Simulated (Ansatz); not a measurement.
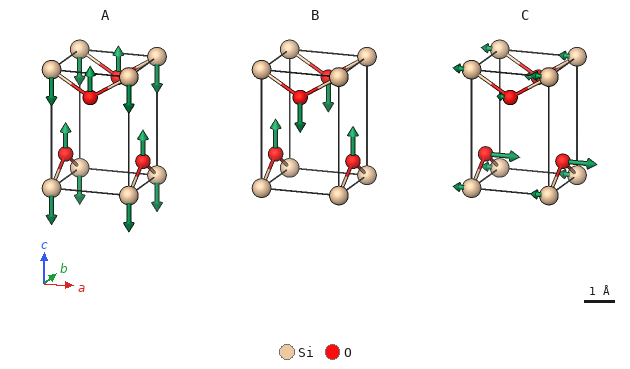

Three optical modes of solid SiO₂ (a generated structure) at the zone centre, in no order (one member of each degenerate set). The green arrows give the relative displacements of the atoms. The picture is a ball-and-stick view of the cell of the calculation, seen slightly off an axis.

All numbers below come from Ansatz, DFT PBE+D3(BJ), scalar-relativistic, plane waves, PAW. Settings: plane-wave cutoff 420 eV; k-point mesh 8 × 8 × 6; occupations fixed; no spin polarisation.

Frequencies are those without the non-analytic (LO–TO) term.

### Order them from the lowest to the highest frequency (imaginary ones first).

C (382 cm⁻¹), B (606 cm⁻¹), A (815 cm⁻¹). C, E: All motion is along a; it mainly bends the O–Si bonds; the kinetic energy is shared as O 79 %, Si 21 %. B, A₁: The Si atoms stay at rest; all motion is along c; atoms of one kind move against one another, with no net shift of their sublattice. A, B₂: The Si sublattice moves against the O sublattice, along c; the kinetic energy is shared as Si 53 %, O 47 %.
